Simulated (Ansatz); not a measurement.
Convergence test: the k-point mesh is varied and all else is held.
The run: GaP (F-43m, 2 atoms in the cell), by G0W0@PBE, plasmon-pole screening, soft PAW set, first generation in Ansatz; cutoff 420 eV, response cutoff 113 eV, 195 empty bands.
Dashed lines or grey bands mark the tolerance: 0.05 eV.
Values: 2×2×2, 4×4×4, 6×6×6 and 8×8×8.

How do the results converge (to 0.05 eV)?

Answer. The quasiparticle gap is within 0.05 eV of the densest setting's value from 6×6×6 on. It is 1.74 eV at 2×2×2, 2.03 eV at 4×4×4 and 2.10 eV at 8×8×8. The potentials or cutoffs used are known to leave an error of their own, so the limit of this scan isn't the converged value for the crystal.

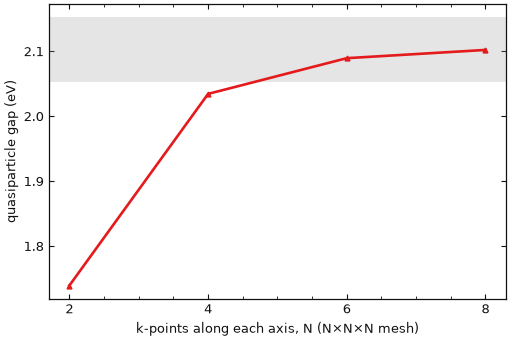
